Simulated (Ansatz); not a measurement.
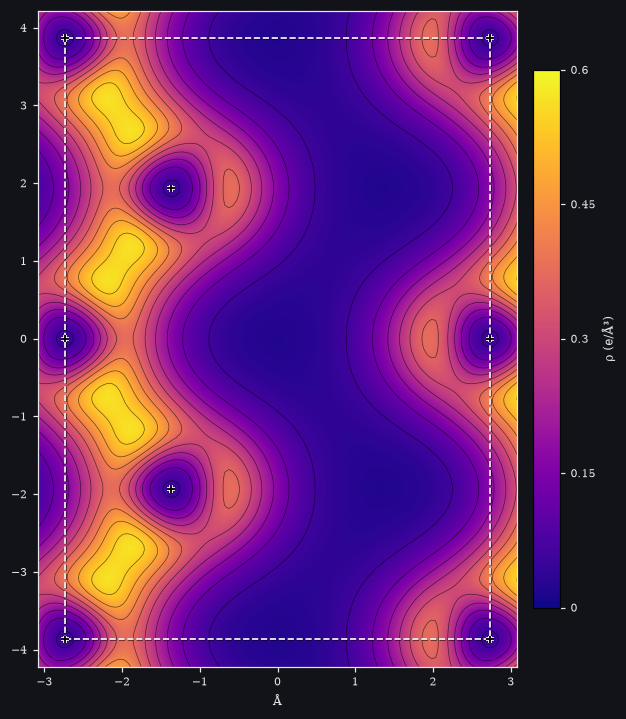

The valence charge density (pseudo) on a plane through atoms (crosses mark nuclei in the plane).

Computed with DFT PBE, scalar-relativistic, plane waves, PAW in Ansatz.

Candidates:
A. Si, a = 5.47 Å, b = 5.47 Å, c = 5.47 Å, α = 90.00°, β = 90.00°, γ = 90.00°. Space group Fd-3m; a structure from a database of computed crystals, not necessarily the ambient phase.
B. Mo, a = 6.70 Å, b = 6.70 Å, c = 2.73 Å, α = 40.01°, β = 127.79°, γ = 120.00°. Space group Immm; a structure from a database of computed crystals, not necessarily the ambient phase; computed pressure about 6 GPa in this cell; computed without spin polarisation.

**Which candidate gave the map?**

Candidate A: Si on the (101) plane of the conventional cell, which holds Si. Si–Si (2.37 Å): ρ at the midpoint is about 0.56 e/Å³.
